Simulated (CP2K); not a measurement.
# Energy of Ta along an even scaling of the cell

System: Ta (P6₃/mmc, 2 atoms in the cell).
Method: Kohn-Sham DFT of a periodic cell, PBE, GTH-PBE with UZH-TZVP basis, no spin polarisation (CP2K 2026.2).

The 6 runs differ only in the geometry, by an even scaling of the cell at fixed fractional positions. The structure derives from a Materials Project entry.

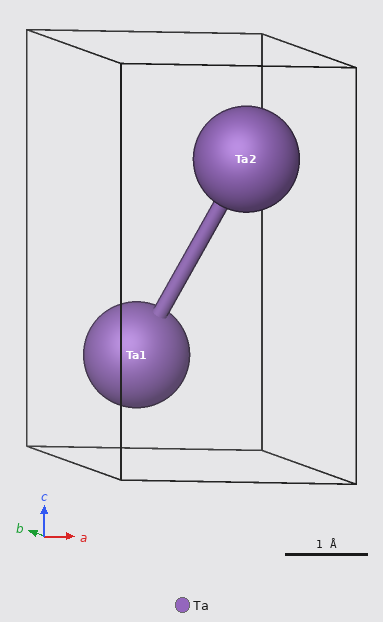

Figure 1. The structure of run 4 (ball-and-stick view of the cell of the calculation, seen slightly off an axis; atoms are numbered from 1 in the order of the input).

**Input of run 4**
```
&GLOBAL
  PROJECT ta_eos
  RUN_TYPE ENERGY_FORCE
  PRINT_LEVEL LOW
&END GLOBAL
&FORCE_EVAL
  METHOD QS
  STRESS_TENSOR ANALYTICAL
  &DFT
    BASIS_SET_FILE_NAME BASIS_MOLOPT_UZH
    POTENTIAL_FILE_NAME POTENTIAL_UZH
    WFN_RESTART_FILE_NAME previous-RESTART.kp
    &MGRID
      CUTOFF 450
      REL_CUTOFF 60
      NGRIDS 5
    &END MGRID
    &QS
      METHOD GPW
      EPS_DEFAULT 1.0E-10
    &END QS
    &KPOINTS
      SCHEME MONKHORST-PACK 11 11 5
      GAMMA_CENTERED T
      SYMMETRY T
      SYMMETRY_BACKEND SPGLIB
    &END KPOINTS
    &SCF
      SCF_GUESS RESTART
      EPS_SCF 1.0E-6
      MAX_SCF 100
      ADDED_MOS 16
      CHOLESKY OFF
      EPS_EIGVAL 1.0E-7
      &DIAGONALIZATION ON
        ALGORITHM STANDARD
      &END DIAGONALIZATION
      &MIXING ON
        METHOD BROYDEN_MIXING
        ALPHA 0.4
        BETA 1.5
        NBUFFER 8
      &END MIXING
      &SMEAR ON
        METHOD FERMI_DIRAC
        ELECTRONIC_TEMPERATURE [K] 580.226
      &END SMEAR
    &END SCF
    &XC
      &XC_FUNCTIONAL
        &GGA_X_PBE
        &END GGA_X_PBE
        &GGA_C_PBE
        &END GGA_C_PBE
      &END XC_FUNCTIONAL
    &END XC
    &PRINT
      &KPOINTS ON
      &END KPOINTS
      &MULLIKEN ON
      &END MULLIKEN
      &MO ON
        ENERGIES T
        OCCUPATION_NUMBERS T
        &EACH
          QS_SCF 0
        &END EACH
        ADD_LAST NUMERIC
      &END MO
    &END PRINT
  &END DFT
  &SUBSYS
    &CELL
      A 2.9195803945 0.0000000000 0.0000000000
      B -1.4597901972 2.5284307900 0.0000000000
      C 0.0000000000 0.0000000000 5.2004887322
      PERIODIC XYZ
    &END CELL
    &COORD
      SCALED
      Ta  0.3333333333 0.6666666667 0.2500000000
      Ta  0.6666666667 0.3333333333 0.7500000000
    &END COORD
    &KIND Ta
      BASIS_SET TZVP-MOLOPT-PBE-GTH-q13
      POTENTIAL GTH-PBE-q13
    &END KIND
    &PRINT
      &ATOMIC_COORDINATES ON
      &END ATOMIC_COORDINATES
      &CELL ON
      &END CELL
    &END PRINT
  &END SUBSYS
  &PRINT
    &FORCES ON
    &END FORCES
    &STRESS_TENSOR ON
    &END STRESS_TENSOR
  &END PRINT
&END FORCE_EVAL
```

Command:
```bash
OMP_NUM_THREADS=1 cp2k.psmp -i ta_eos.inp -o ta_eos.out
```

Run 3 differs from it as follows:
```diff
-      A 2.9195803945 0.0000000000 0.0000000000
-      B -1.4597901972 2.5284307900 0.0000000000
-      C 0.0000000000 0.0000000000 5.2004887322
+      A 2.8809059017 0.0000000000 0.0000000000
+      B -1.4404529508 2.4949376968 0.0000000000
+      C 0.0000000000 0.0000000000 5.1315999754
```

**Results, with one run withheld**

| run | volume per atom (Å³) | free energy per atom, from the lowest run given (meV) | pressure (GPa) |
| --- | --- | --- | --- |
| 1 | 17.689 | 20.34 | 10.84 |
| 2 | 18.066 | 0.48 | 6.15 |
| 3 | 18.442 | ? | ? |
| 4 | 19.195 | 0.00 | −5.44 |
| 5 | 19.571 | 16.56 | −8.60 |
| 6 | 19.948 | 40.19 | −11.47 |

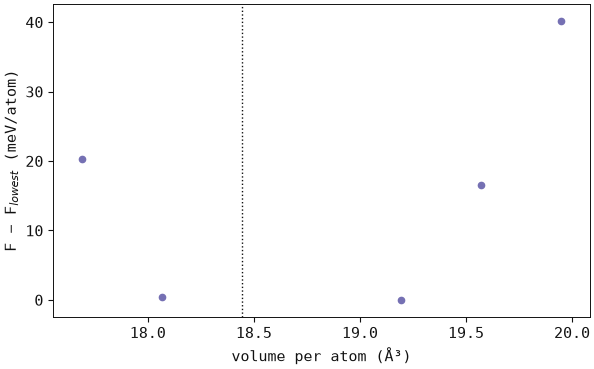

Figure 2. Free energy per atom of the runs given; the dotted line marks run 3.

Fit the runs given and predict run 3.

A cubic polynomial in V^(−2/3) (the Birch–Murnaghan form), fitted to the 5 runs given, misses them by at most 0.02 meV per atom. With x = V^(−2/3) − 0.14114 Å⁻², it reads F = −8.1842 − 2932.8 x + 1.232e+06 x² − 5.7314e+05 x³ (meV per atom). At run 3 it gives −8.87 meV per atom, and the run itself gives −8.89. The slope of the fit gives a pressure −dF/dV of 1.90 GPa there, and the run prints 1.90 GPa. The fit has its minimum at 18.623 Å³ per atom, where V d²F/dV² gives 191 GPa. Cell shape and fractional positions are held, so this is the stiffness under even scaling; the relaxed bulk modulus wasn't computed.

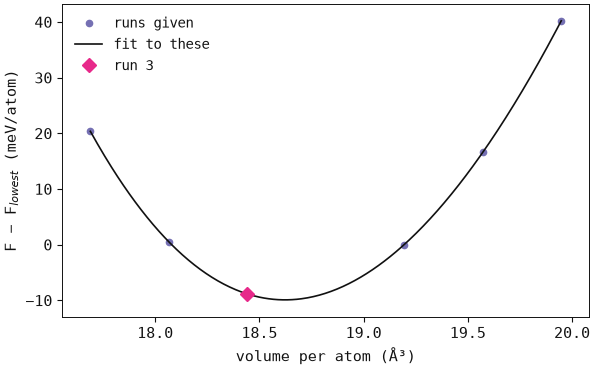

Figure 3. The fit and the withheld run.

**Some lines of the output (run 3)**
```
[...]
 CELL| Volume [angstrom^3]:                                            36.884302
 CELL_REF| Volume [angstrom^3]:                                        36.884302
                        Smear method:                                FERMI_DIRAC
  Step     Update method      Time    Convergence         Total energy    Change
  Fermi energy:                                                 0.48214036178543
  Total energy:                                              -116.33503217890997
  Total energy (extrapolated to T->0):                       -116.33469817709739
 MO| E(Fermi):            0.482140 a.u.         13.119706 eV
```

Notes: Spin–orbit coupling is left out, which matters for Ta.
